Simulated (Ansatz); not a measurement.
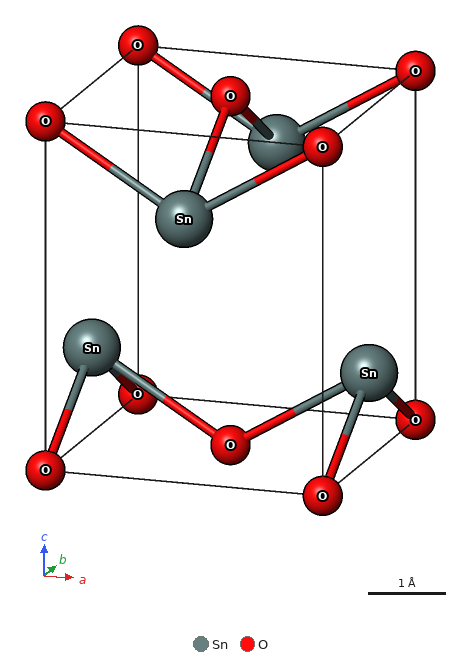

Lattice vibrations of a crystal of SnO, space group P4/nmm (No. 129), at the zone centre. A ball-and-stick model of the cell of the calculation, seen slightly off an axis.

Method: DFT PBE+D3(BJ), scalar-relativistic, plane waves, PAW in Ansatz 0.2.0.

Input file:
```yaml
crystal:
  lattice:
    - [3.8370963178, 0.0, 0.0]
    - [0.0, 3.8370963178, 0.0]
    - [0.0, 0.0, 4.7621286321]
  atoms:
    - { symbol: Sn, position: [0.0, 0.5, 0.2432422105] }
    - { symbol: Sn, position: [0.5, 0.0, 0.7567577895] }
    - { symbol: O, position: [0.0, 0.0, 0.0] }
    - { symbol: O, position: [0.5, 0.5, 0.0] }
basis:
  ecutwfc: 420
kpoints:
  mp_grid: { grid: [12, 12, 10] }
hamiltonian:
  xc: pbe
  dispersion: d3bj
scf:
  occupations: { method: gaussian, width: 0.15 }
output:
  eigenvalues: true
phonons:
  method: fd
  supercell: [1, 1, 1]
  amplitude: 0.02
  eigenvectors: true
  dielectric: false
```

Launched with:
```bash
ansatz run input.yaml --threads 2 --pin off --max-ram 5120MiB --backend cpu --events-out ev --progress --plain --runs-dir out
```

> List the optical modes.

The calculation's cell holds 4 atoms, so there are 9 optical modes, in 6 levels. The optical modes span 2E_g + A₁g + E_u + B₁g + A₂u. No level is unstable.

```csv
level,symmetry,frequency (cm⁻¹),activity
1,E_g,110,Raman-active
2,A₁g,204,Raman-active
3,E_u,254,infrared-active
4,B₁g,338,Raman-active
5,A₂u,359,infrared-active
6,E_g,450,Raman-active
```

The crystal is a metal, so free carriers screen the infrared response.

The modes drawn as arrows (one member of each degenerate set):

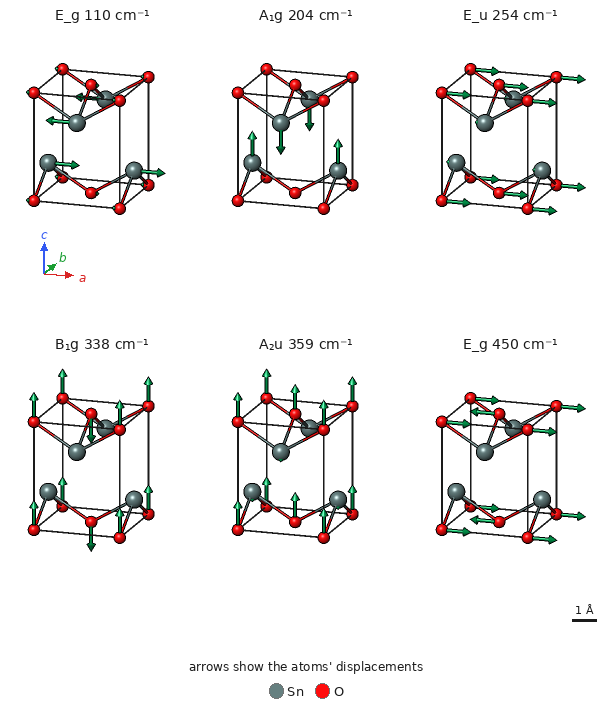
